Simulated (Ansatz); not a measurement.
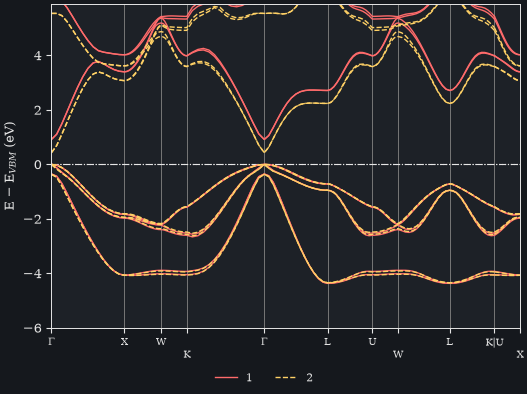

Band structures of zincblende CdSe, space group F-43m, 2 atoms in the primitive cell (cubic a = 6.141 Å), by two methods on the same cell. Each is counted from its own valence-band top.

**Which curve is which? The methods: r2SCAN+SOC, PBE+SOC.**

1 is r2SCAN+SOC; 2 is PBE+SOC. r2SCAN+SOC gives a gap of 0.92 eV along the path and PBE+SOC gives a gap of 0.43 eV along the path.

Settings. r2SCAN+SOC: Ansatz PAW, spin-orbit coupling, no magnetisation, 6×6×6 k mesh, 500 eV cutoff, Fermi-Dirac smearing of 0.05 eV (Ansatz 0.2.0). PBE+SOC: Ansatz PAW, spin-orbit coupling, no magnetisation, 6×6×6 k mesh, 420 eV cutoff, Fermi-Dirac smearing of 0.05 eV (Ansatz).

LDA, GGA and most meta-GGA functionals understate gaps. The usual form of CdSe is wurtzite, though both occur. r2SCAN+SOC: the PAW data sets were made with another functional.
